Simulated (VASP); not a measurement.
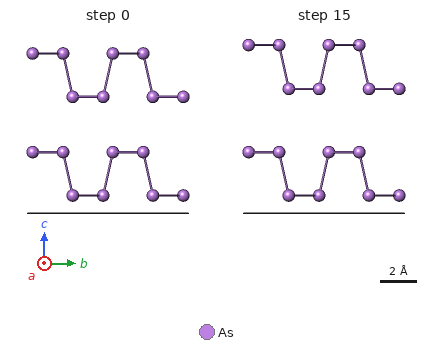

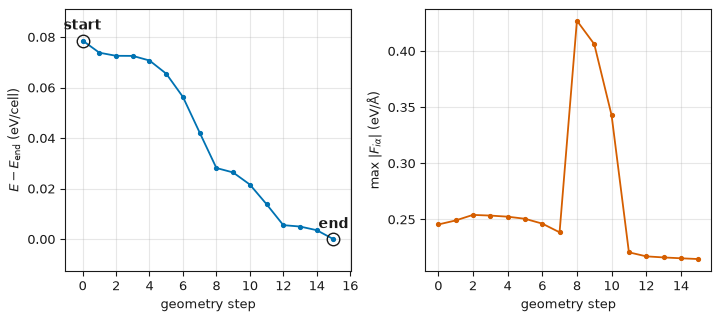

First and last geometry of a relaxation of a slab of composition As, with the history of the run. The picture is a ball-and-stick view of the 2 × 2 repeat of the cell, outlined in the plane, without the vacuum, seen along the a axis.

The run lets the atoms move in a fixed cell. 4 atoms are held fixed.

All numbers below come from Kohn-Sham DFT of a periodic cell, RPBE, VASP PAW PBE potentials, recommended in VASP.

Input file:
```
SYSTEM = As
ALGO = Fast
DIPOL = 0.5 0.5 0.500
EDIFF = 1E-6
EDIFFG = -0.01
ENCUT = 520
GGA = RP
IBRION = 2
IDIPOL = 3
ISIF = 2
ISMEAR = 0
LASPH = .TRUE.
LCHARG = .FALSE.
LDIPOL = .TRUE.
LREAL = .FALSE.
LWAVE = .FALSE.
NELM = 100
NSW = 40
PREC = Accurate
SIGMA = 0.05
```

Run as
```bash
cat potpaw_PBE.64/As/POTCAR > POTCAR
mpirun -np 1 vasp_std > vasp.out
```

Q: Did the run converge, and what did it change?

A: The run was cut off at its time limit before the relaxation converged, so the last structure is only a point on the way. The energy falls by 78.6 meV per cell of the calculation in 15 geometry steps. Largest force component: 0.25 eV/Å at the start, 0.21 eV/Å at the end. The largest moves, 0.47 Å, are those of As atoms. The cell doesn't change. Near-neighbour distances that change, for instance: As–As 2.479 → 2.506 Å, As–As 2.493 → 2.485 Å. It ran on 1 thread of Intel(R) Xeon(R) Platinum 8488C (Sapphire Rapids), with other jobs on the host.
